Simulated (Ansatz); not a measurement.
```
CELL_PARAMETERS angstrom
3.22300 0.00000 0.00000
-1.61150 2.79120 0.00000
0.00000 0.00000 3.19100
ATOMIC_POSITIONS crystal
Mo 0.00000 0.00000 0.00000
P 0.33333 0.66667 0.50000
```

Space group P-6m2; the calculation finds a residual pressure of about −7 GPa at this fixed cell.

All numbers below come from DFT LDA, scalar-relativistic, plane waves, PAW in Ansatz 0.2.0.

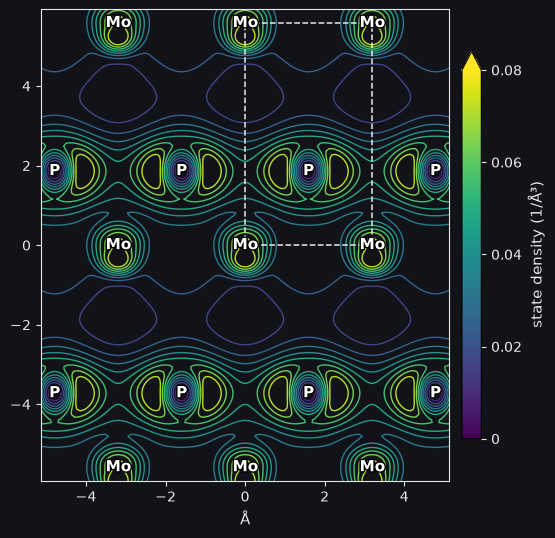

MoP. Density of the Kohn–Sham states from −7.9 to −5.2 eV about the Fermi level (the lower third of the occupied valence band), scaled to one electron a cell: a map on the (110) plane of the conventional cell.

In a PAW calculation such maps are meaningful between the atoms, not at the nuclei.

Q: Which atoms and orbitals make up these states?

A: Projected on a minimal set of atomic orbitals (Löwdin), they are P 3p (55 %) and Mo 4d (35 %). In space (atomic cells sized by Bader volumes) the density divides as P about 60 % and Mo about 40 %.

Cost of the run: 2.7 s on 1 thread of Intel(R) Xeon(R) 6975P-C (Granite Rapids), on a shared host, peak memory 0.4 GiB.
